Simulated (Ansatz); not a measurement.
**Run report: AlCo, geometry relaxation (part 1 of 2)**

The run: geometry relaxation of AlCo (P-6m2, 2 atoms in the cell). Method and program: DFT PBE, scalar-relativistic, plane waves, PAW, spin-polarised (Ansatz 0.2.0).

The structure was made by swapping elements on the sites of another compound; it need not be a known phase. It belongs to a series of runs on one base structure; here: LiPd type (P-6m2, No. 187). Figures and captions count atoms from 1; the log counts them from 0 in places.

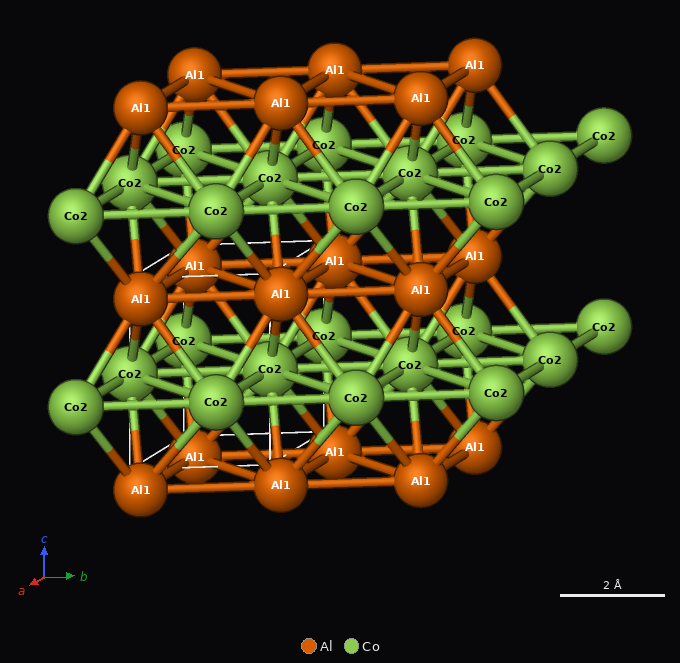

Figure 1. The starting structure (ball-and-stick view of the cell of the calculation, repeated 2 × 3 × 2, seen slightly off an axis; atoms are numbered from 1 in the order of the input). Near neighbours in the crystal (not all of them lie inside the picture): Al has 6 Al at 2.73 Å and 6 Co at 2.48 Å; Co has 6 Al at 2.48 Å and 6 Co at 2.73 Å.

Summary:

```tsv
quantity	value
outcome	converged
space group (tolerance 0.01 Å)	P-6m2 (187)
electrons treated	20
free energy	−5664.3125 eV
Fermi energy	13.269 eV
gap on the k-point mesh	none (metallic)
net moment of the cell	0.66 μB
integrated absolute moment	0.80 μB
pressure	−0.01 GPa
final volume	24.60 Å³
largest force (length of the vector) at the end	under 0.001 eV/Å
final cell	a = 2.736 Å, b = 2.736 Å, c = 3.796 Å, α = 90.00°, β = 90.00°, γ = 120.00°
hardware	1 thread of Intel Xeon @ 2.50GHz (Skylake/Cascade Lake), 192 GiB of memory available, shared host
wall time	5.5 min
peak memory	0.74 GiB
```

The input:
```yaml
crystal:
  lattice:
    - [2.7298654969, 0.0, 0.0]
    - [-1.3649327484, 2.3641328692, 0.0]
    - [0.0, 0.0, 3.8172041189]
  atoms:
    - { symbol: Al, position: [0.6666666667, 0.3333333333, 0.0] }
    - { symbol: Co, position: [0.0, 0.0, 0.5], spin: 0.92 }
basis:
  ecutwfc: 420
kpoints:
  mp_grid: { grid: [24, 24, 14] }
hamiltonian:
  xc: pbe
scf:
  occupations: { method: gaussian, width: 0.1 }
output:
  forces: true
  stress: true
  eigenvalues: true
  populations: true
magnetization:
  spin_polarized: true
relax:
  adjacent_minimum: "off"
  f_tol: 0.01
  max_steps: 80
  cell: { stress_tol: 0.05 }
```

Launch command:
```bash
ansatz run input.yaml --threads 1 --pin off --max-ram 2560MiB --backend cpu --events-out ev --progress --plain --runs-dir out
```

Output:
```
Engine: ansatz 0.2.0, x86_64-unknown-linux-gnu
Pseudopotentials: kind: paw
Pseudopotential: Al, paw, valence charge 3, recommended cutoff 420 eV (normal), Al.paw.azcp
Pseudopotential: Co, paw, valence charge 17, recommended cutoff 420 eV (normal), Co.paw.azcp
Functional definition: PBE
  parameter kappa = 0.804
  parameter beta = 0.06672455060314922
  exchange = pbe_x(kappa = kappa, mu = beta*pi^2/3)
  correlation = pbe_c(beta = beta)
Crystal: 2 atoms, lattice volume = 24.635 Å³
Basis set: ecut = 420 eV, 487 PW (Γ), exchange–correlation on 40×40×54 points (8 copies of the dense FFT grid, shifted against one another)
Bands: 15, of which v1, the nominal top of the filled ones, is band 10 counted from 1 (9 counted from 0)
Symmetry: 12 space group operations
Space group: P-6m2 (ITA 187), of the structure as read, at distance tolerance 2.9e-5 Å
Magnetic group: BNS 187.209 (UNI 1439), of the structure as read, at distance tolerance 2.9e-5 Å
k-points: 488 of 8064 (time reversal used)
Non-local potential: Al, projectors of the file, l = 0: 2, l = 1: 2, l = 2: 1
Non-local potential: Co, projectors of the file, l = 0: 3, l = 1: 2, l = 2: 3, l = 3: 1
PAW form: soft (Blöchl's): semilocal exchange-correlation on the pseudo side does not see the compensation charge
PAW one-centre angular grid: Al, 110 points (default); XC on 64 Gauss nodes
PAW one-centre angular grid: Co, 590 points (default); XC on 64 Gauss nodes
Initial density: superposition of atomic densities (chi_scale 0.1, normalization cell)
Starting moments: Σ|m| = 0.92 μB on 1 of 2 sites
Initial wavefunctions: pseudopotential atomic-orbital guess
Functional: x = pbe(κ = 0.804, μ = 0.2195149727645171), c = pbe(β = 0.06672455060314922)
SCF iter   1: F=—  HF=-5663.546944 eV  |F-HF|=—  |Δ(HF+E_count)|=         —  Δρ=5.61e-2 (↑3.56e-2 ↓5.61e-2)  dr2=1.07e0  dr2_m=7.32e-2  M=0.846 μB ∫|m|=0.953 μB  β_m=0.30  ethr=3.10e-3  ⟨swp⟩=4.3  Hψ=66901  notcnv=0
Mixer restart at iter 1: flushing history
preconditioner: auto → none  [metal: Δε(μ)=0.000 eV  Ē_g=8.665 eV  σ=0.100 eV  W_gap=0.00  n_scr=2 (ndim 8)  ℏωp=25.9 eV  f_vac=0.000  D(μ)=1.89/eV (n_scr^D=22)  sad-step TF]
SCF iter   2: F=—  HF=-5663.236942 eV  |F-HF|=—  |Δ(HF+E_count)|=   3.10e-1  Δρ=2.29e-2 (↑1.78e-2 ↓2.29e-2)  dr2=2.52e-1  dr2_m=4.31e-2  M=0.827 μB ∫|m|=0.950 μB  β_m=0.32  ethr=3.10e-3  ⟨swp⟩=2.9  Hψ=31233  notcnv=0  defer=597
SCF iter   3: F=—  HF=-5663.719207 eV  |F-HF|=—  |Δ(HF+E_count)|=         —  Δρ=1.62e-2 (↑8.95e-3 ↓1.62e-2)  dr2=8.21e-2  dr2_m=1.88e-2  M=0.784 μB ∫|m|=0.912 μB  β_m=0.32  ethr=1.26e-3  ⟨swp⟩=2.3  Hψ=22511  notcnv=0  defer=597
Mixer restart at iter 3: flushing history
SCF iter   4: F=—  HF=-5663.954095 eV  |F-HF|=—  |Δ(HF+E_count)|=   2.35e-1  Δρ=1.28e-2 (↑6.25e-3 ↓1.28e-2)  dr2=5.42e-2  dr2_m=1.07e-2  M=0.756 μB ∫|m|=0.888 μB  β_m=0.66  ethr=4.10e-4  ⟨swp⟩=2.0  Hψ=26127  notcnv=0  defer=611
SCF iter   5: F=—  HF=-5664.316181 eV  |F-HF|=—  |Δ(HF+E_count)|=   3.62e-1  Δρ=1.47e-2 (↑1.47e-2 ↓7.81e-3)  dr2=6.95e-2  dr2_m=3.51e-3  M=0.709 μB ∫|m|=0.849 μB  β_m=0.53  ethr=2.71e-4  ⟨swp⟩=2.6  Hψ=29679  notcnv=0  defer=612
SCF iter   6: F=—  HF=-5664.292125 eV  |F-HF|=—  |Δ(HF+E_count)|=   2.41e-2  Δρ=1.16e-2 (↑4.22e-3 ↓1.16e-2)  dr2=4.81e-2  dr2_m=3.46e-3  M=0.692 μB ∫|m|=0.833 μB  β_m=0.58  ethr=2.71e-4  ⟨swp⟩=2.4  Hψ=32986  notcnv=0  defer=629
SCF iter   7: F=—  HF=-5664.308298 eV  |F-HF|=—  |Δ(HF+E_count)|=   1.62e-2  Δρ=5.78e-3 (↑2.02e-3 ↓5.78e-3)  dr2=1.00e-2  dr2_m=8.96e-4  M=0.683 μB ∫|m|=0.824 μB  β_m=0.58  ethr=2.40e-4  ⟨swp⟩=2.3  Hψ=20598  notcnv=0  defer=629
SCF iter   8: F=—  HF=-5664.311686 eV  |F-HF|=—  |Δ(HF+E_count)|=   3.39e-3  Δρ=1.73e-3 (↑4.83e-4 ↓1.73e-3)  dr2=3.19e-4  dr2_m=2.68e-4  M=0.674 μB ∫|m|=0.814 μB  β_m=0.79  ethr=5.00e-5  ⟨swp⟩=2.1  Hψ=22386  notcnv=0  defer=610
SCF iter   9: F=—  HF=-5664.311907 eV  |F-HF|=—  |Δ(HF+E_count)|=   2.21e-4  Δρ=9.86e-4 (↑9.86e-4 ↓9.19e-4)  dr2=6.38e-4  dr2_m=5.86e-7  M=0.670 μB ∫|m|=0.807 μB  β_m=0.90  ethr=1.59e-6  ⟨swp⟩=2.0  Hψ=27144  notcnv=0  defer=610
SCF iter  10: F=—  HF=-5664.311907 eV  |F-HF|=—  |Δ(HF+E_count)|=   6.56e-8  Δρ=5.00e-4 (↑4.81e-4 ↓5.00e-4)  dr2=1.73e-4  dr2_m=1.30e-7  M=0.670 μB ∫|m|=0.807 μB  β_m=0.83  ethr=1.59e-6  ⟨swp⟩=1.8  Hψ=18173  notcnv=0  defer=609
SCF iter  11: F=—  HF=-5664.311899 eV  |F-HF|=—  |Δ(HF+E_count)|=   7.85e-6  Δρ=1.01e-4 (↑9.37e-5 ↓1.01e-4)  dr2=7.13e-6  dr2_m=8.27e-9  M=0.670 μB ∫|m|=0.807 μB  β_m=0.92  ethr=8.66e-7  ⟨swp⟩=1.9  Hψ=18009  notcnv=0  defer=609
SCF iter  12: F=—  HF=-5664.311891 eV  |F-HF|=—  |Δ(HF+E_count)|=   7.27e-6  Δρ=1.01e-5 (↑1.01e-5 ↓7.00e-6)  dr2=5.39e-8  dr2_m=7.04e-10  M=0.670 μB ∫|m|=0.807 μB  β_m=0.96  ethr=3.57e-8  ⟨swp⟩=2.4  Hψ=22030  notcnv=0  defer=609
SCF iter  13: F=-5664.311891 eV  HF=-5664.311891 eV  |F-HF|=5.37e-11  |Δ(HF+E_count)|=  7.91e-10  Δρ=1.00e-6 (↑1.00e-6 ↓6.13e-7)  dr2=1.11e-10  dr2_m=9.79e-11  M=0.670 μB ∫|m|=0.807 μB  ethr=2.69e-10  ⟨swp⟩=4.9  Hψ=54842  notcnv=0
SCF 1 converged in 13 iterations: F = -5664.311891 eV  dr2 = 1.11e-10
  greatest PAW one-centre occupation: 1.001 electrons in one spin orbital (limit 2), on the Co atom at site 1 (counted from 0), in its partial waves of l = 1
relax step   1: F+E_penalty+E_count = -5664.31189149 eV  Δ(F+E_penalty+E_count) = +0.000e0 eV  max|allowed force component| = 3.412e-17 eV/Å  Δτ_max = 0.0000 Å  P = -0.352 GPa  Ω = 24.635 Å³  (13 SCF iters, dr2 threshold 1.00e-7 eV, accepted)
Crystal: 2 atoms, lattice volume = 24.633 Å³
Initial density: handed on by an earlier stage of this run
Starting moments: Σ|m| = 0.92 μB on 1 of 2 sites; this step starts from the density that it was given
Initial wavefunctions: those handed on with the density
iter 1 solved again at ethr=6.69e-8 eV; its pass at ethr=3.10e-3 eV (dr2=1.34e-5 eV) is discarded
SCF iter   1: F=—  HF=-5664.312384 eV  |F-HF|=—  |Δ(HF+E_count)|=         —  Δρ=3.30e-4 (↑3.30e-4 ↓1.80e-4)  dr2=1.84e-5  dr2_m=8.47e-6  M=0.668 μB ∫|m|=0.805 μB  β_m=0.65  ethr=6.69e-8  ⟨swp⟩=2.8  Hψ=89980  notcnv=0
preconditioner: auto → none  [metal: Δε(μ)=0.002 eV  Ē_g=8.904 eV  σ=0.100 eV  W_gap=0.01  n_scr=2 (ndim 8)  ℏωp=25.9 eV  f_vac=0.000  D(μ)=1.20/eV (n_scr^D=8)]
SCF iter   2: F=—  HF=-5664.312384 eV  |F-HF|=—  |Δ(HF+E_count)|=   3.41e-7  Δρ=3.45e-4 (↑2.11e-4 ↓3.45e-4)  dr2=4.73e-5  dr2_m=1.37e-6  M=0.668 μB ∫|m|=0.805 μB  β_m=0.30  ethr=6.69e-8  ⟨swp⟩=2.0  Hψ=24564  notcnv=0
SCF iter   3: F=—  HF=-5664.312383 eV  |F-HF|=—  |Δ(HF+E_count)|=   1.45e-6  Δρ=1.63e-4 (↑1.23e-4 ↓1.63e-4)  dr2=1.35e-6  dr2_m=4.18e-6  M=0.668 μB ∫|m|=0.805 μB  β_m=0.38  ethr=6.69e-8  ⟨swp⟩=2.0  Hψ=24458  notcnv=0
SCF iter   4: F=—  HF=-5664.312391 eV  |F-HF|=—  |Δ(HF+E_count)|=   8.04e-6  Δρ=9.46e-5 (↑7.28e-5 ↓9.46e-5)  dr2=1.84e-7  dr2_m=1.55e-6  M=0.667 μB ∫|m|=0.804 μB  β_m=0.72  ethr=6.74e-9  ⟨swp⟩=2.0  Hψ=20776  notcnv=0
SCF iter   5: F=—  HF=-5664.312394 eV  |F-HF|=—  |Δ(HF+E_count)|=   3.36e-6  Δρ=2.52e-5 (↑2.31e-5 ↓2.52e-5)  dr2=1.08e-7  dr2_m=1.20e-7  M=0.667 μB ∫|m|=0.803 μB  β_m=0.66  ethr=9.20e-10  ⟨swp⟩=2.4  Hψ=26130  notcnv=0
SCF iter   6: F=-5664.312394 eV  HF=-5664.312394 eV  |F-HF|=1.13e-10  |Δ(HF+E_count)|=   8.08e-8  Δρ=5.79e-6 (↑4.29e-6 ↓5.79e-6)  dr2=2.26e-9  dr2_m=5.01e-9  M=0.666 μB ∫|m|=0.803 μB  ethr=5.40e-10  ⟨swp⟩=2.2  Hψ=48777  notcnv=0
SCF 2 converged in 6 iterations: F = -5664.312394 eV  dr2 = 2.26e-9
relax step   2: F+E_penalty+E_count = -5664.31239438 eV  Δ(F+E_penalty+E_count) = -5.029e-4 eV  max|allowed force component| = 1.850e-17 eV/Å  Δτ_max = 0.0000 Å  P = -0.261 GPa  Ω = 24.633 Å³  energy of the carried Pulay correction = +3.920e-7 eV  (6 SCF iters, dr2 threshold 2.00e-7 eV, accepted)
Crystal: 2 atoms, lattice volume = 24.593 Å³
iter 1 solved again at ethr=2.34e-7 eV; its pass at ethr=3.10e-3 eV (dr2=4.67e-5 eV) is discarded
SCF iter   1: F=—  HF=-5664.312560 eV  |F-HF|=—  |Δ(HF+E_count)|=         —  Δρ=6.04e-4 (↑6.04e-4 ↓1.67e-4)  dr2=6.21e-5  dr2_m=2.18e-5  M=0.664 μB ∫|m|=0.800 μB  β_m=0.65  ethr=2.34e-7  ⟨swp⟩=2.0  Hψ=85079  notcnv=0
preconditioner: auto → none  [metal: Δε(μ)=0.002 eV  Ē_g=8.916 eV  σ=0.100 eV  W_gap=0.01  n_scr=2 (ndim 8)  ℏωp=25.9 eV  f_vac=0.000  D(μ)=1.21/eV (n_scr^D=8)]
SCF iter   2: F=—  HF=-5664.312553 eV  |F-HF|=—  |Δ(HF+E_count)|=   6.84e-6  Δρ=5.80e-4 (↑4.57e-4 ↓5.80e-4)  dr2=1.60e-4  dr2_m=1.17e-6  M=0.664 μB ∫|m|=0.800 μB  β_m=0.31  ethr=2.34e-7  ⟨swp⟩=2.0  Hψ=24578  notcnv=0
SCF iter   3: F=—  HF=-5664.312540 eV  |F-HF|=—  |Δ(HF+E_count)|=   1.33e-5  Δρ=2.27e-4 (↑1.60e-4 ↓2.27e-4)  dr2=2.17e-6  dr2_m=8.05e-6  M=0.663 μB ∫|m|=0.799 μB  β_m=0.30  ethr=2.34e-7  ⟨swp⟩=2.0  Hψ=24493  notcnv=0
SCF iter   4: F=—  HF=-5664.312554 eV  |F-HF|=—  |Δ(HF+E_count)|=   1.46e-5  Δρ=1.38e-4 (↑1.07e-4 ↓1.38e-4)  dr2=3.21e-7  dr2_m=3.32e-6  M=0.662 μB ∫|m|=0.798 μB  β_m=0.61  ethr=1.09e-8  ⟨swp⟩=2.2  Hψ=21590  notcnv=0
SCF iter   5: F=—  HF=-5664.312562 eV  |F-HF|=—  |Δ(HF+E_count)|=   7.40e-6  Δρ=2.70e-5 (↑2.55e-5 ↓2.70e-5)  dr2=8.06e-8  dr2_m=1.42e-7  M=0.661 μB ∫|m|=0.797 μB  β_m=0.61  ethr=1.60e-9  ⟨swp⟩=2.6  Hψ=26973  notcnv=0
SCF iter   6: F=—  HF=-5664.312562 eV  |F-HF|=—  |Δ(HF+E_count)|=   2.67e-8  Δρ=1.07e-5 (↑1.07e-5 ↓6.32e-6)  dr2=3.38e-8  dr2_m=3.88e-9  M=0.661 μB ∫|m|=0.797 μB  β_m=0.78  ethr=4.03e-10  ⟨swp⟩=2.3  Hψ=22322  notcnv=0
SCF iter   7: F=—  HF=-5664.312562 eV  |F-HF|=—  |Δ(HF+E_count)|=   7.54e-8  Δρ=2.35e-5 (↑1.56e-5 ↓2.35e-5)  dr2=2.95e-7  dr2_m=3.94e-9  M=0.661 μB ∫|m|=0.797 μB  β_m=0.89  ethr=1.69e-10  ⟨swp⟩=2.3  Hψ=19201  notcnv=0
SCF iter   8: F=-5664.312562 eV  HF=-5664.312562 eV  |F-HF|=1.83e-8  |Δ(HF+E_count)|=   2.84e-8  Δρ=6.33e-6 (↑3.77e-6 ↓6.33e-6)  dr2=2.08e-8  dr2_m=4.14e-10  M=0.661 μB ∫|m|=0.797 μB  ethr=1.69e-10  ⟨swp⟩=2.0  Hψ=43037  notcnv=0
SCF 3 converged in 8 iterations: F = -5664.312562 eV  dr2 = 2.08e-8
relax step   3: F+E_penalty+E_count = -5664.31256159 eV  Δ(F+E_penalty+E_count) = -1.672e-4 eV  max|allowed force component| = 3.527e-17 eV/Å  Δτ_max = 0.0000 Å  P = +0.054 GPa  Ω = 24.593 Å³  energy of the carried Pulay correction = +2.713e-5 eV  (8 SCF iters, dr2 threshold 2.00e-7 eV, accepted)
Crystal: 2 atoms, lattice volume = 24.603 Å³
iter 1 solved again at ethr=6.19e-9 eV; its pass at ethr=3.10e-3 eV (dr2=1.24e-6 eV) is discarded
```
